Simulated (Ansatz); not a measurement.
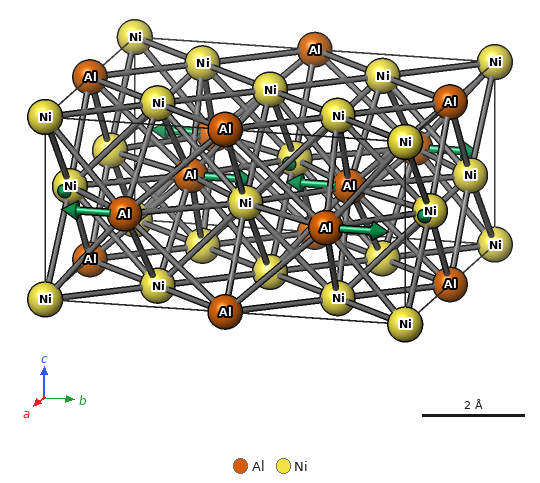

Phonons of a crystal of Al3Ni5, space group Cmmm (No. 65), at the zone centre. The optical levels lie at 125, 137, 155, 167, 186, 191, 203, 204, 207, 212, 238, 263, 295, 316, 322, 328, 331, 334, 352, 358, 405 cm⁻¹. One mode is drawn. Displacements are drawn as green arrows; their common scale and sign are arbitrary. The picture is a ball-and-stick view of the conventional cell (2 times the calculation's cell), seen slightly off an axis. Lengths and directions refer to the drawn axes.

Method: DFT PBEsol, scalar-relativistic, plane waves, PAW (Ansatz 0.2.0). Set-up: plane-wave cutoff 420 eV; k-point mesh 8 × 8 × 10; occupations gaussian; smearing width 0.15 eV; no spin polarisation.

To which level does it belong?

Answer. The level at 334 cm⁻¹. This is the A_g mode, optical level 18 of 21, counted from below, Raman-active by symmetry. The Al (2b) and Ni (2a) and Ni (4e) atoms stay at rest; atoms of one kind move against one another, with no net shift of any sublattice; the kinetic energy is shared as Al 83 %, Ni 17 %.

Limits of the set-up: an element that often carries a moment was run without spin polarisation.
